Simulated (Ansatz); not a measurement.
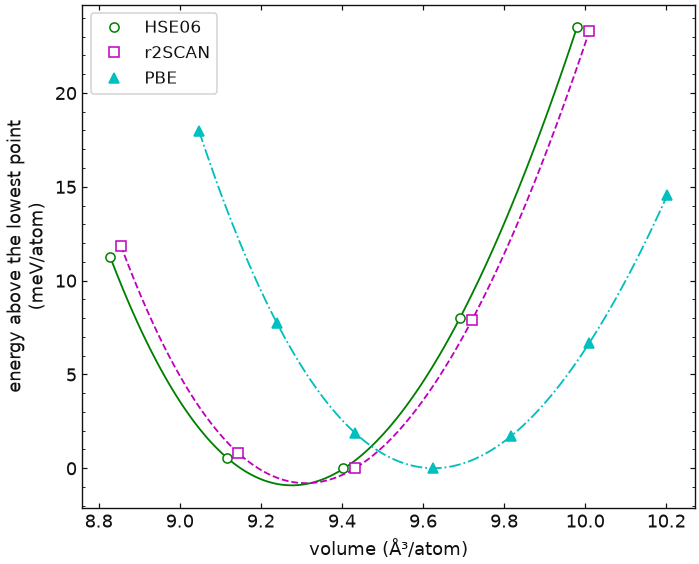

The figure shows the energy above the lowest point against volume, with one curve for each functional, for MgO (space group Fm-3m).

Method: equation of state of a cubic crystal from periodic Kohn-Sham density functional theory without spin, third-order Birch-Murnaghan fit to the free energies; pressure corrected for the finite basis (Ansatz 0.2.0 development build).

- structure type: rock salt
- atoms in cell: 2
- space group number: 225
- lattice centring: face-centred primitive
- occupation method: Fermi–Dirac
- datasets: soft-1 PAW
- density tolerance: 1e−07 eV
- bands: 12
- density cutoff ratio: 4
- search for lower states: default

Settings that differ: HSE06: wave cutoff 420 eV, k mesh 4×4×4, exchange singularity Wigner-Seitz, occupation width 0.05 eV; r2SCAN: wave cutoff 500 eV, k mesh 14×14×14, occupation width 0.1 eV; PBE: wave cutoff 420 eV, k mesh 44×44×44, occupation width 0.0612 eV.

**Order the curves by fitted equilibrium volume, smallest first.**

HSE06 9.276, r2SCAN 9.311, PBE 9.626 Å³/atom.

Limits of the calculation: modest k-mesh, values are not fully converged in k (HSE06).
